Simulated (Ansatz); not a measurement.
Consider Zn$_{4}$HSe$_{4}$ (cell charge +1, with a compensating background) (distorted or defective cell).

```yaml
crystal:
  lattice:
    - [-3.98200, -3.98200, 0.00000]
    - [-3.98200, 3.98200, 0.00000]
    - [3.98200, 0.00000, -5.25853]
  atoms:
    - { symbol: Zn, position: [0.00000, 0.00000, 0.00000] }
    - { symbol: Zn, position: [0.50000, 0.50000, 0.00000] }
    - { symbol: Zn, position: [0.00000, 0.50000, 0.00000] }
    - { symbol: Zn, position: [0.50000, 0.00000, 0.00000] }
    - { symbol: Se, position: [0.11017, 0.61017, 0.72034] }
    - { symbol: Se, position: [0.61017, 0.11017, 0.72034] }
    - { symbol: Se, position: [0.88983, 0.88983, 0.27966] }
    - { symbol: Se, position: [0.38983, 0.38983, 0.27966] }
    - { symbol: H, position: [0.87498, 0.37498, 0.40887] }
```

A point of a scan over the structure, not its minimum; not relaxed (largest force 1.7 eV/Å); PAW files of the earlier set (soft_1).

Theory: DFT LDA, scalar-relativistic, plane waves, PAW (Ansatz 0.2.0).

What can the converged electron localisation function tell about the bonding?

Se–H (1.76 Å): the ELF climbs to about 1 towards the hydrogen, as it does in any bond to H.
Zn–Se (2.48 Å): the ELF is about 0.55 at the midpoint.

Does the calculation make it a metal, or give it a gap?

It is gapped, with a Kohn–Sham gap of 0.56 eV on the k-point mesh, an upper bound to the gap of this method.

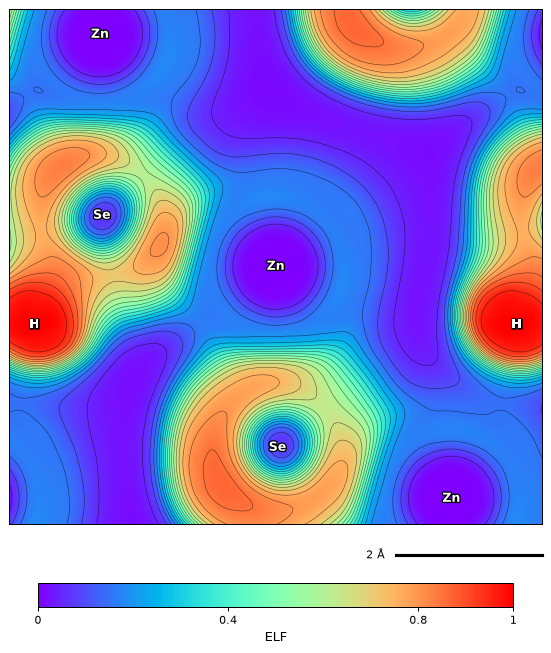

Computed electron localisation function on the (11̄0) plane of the calculation cell. 

Core electrons are frozen (PAW), and the valence fields are smoothed inside the atomic spheres.
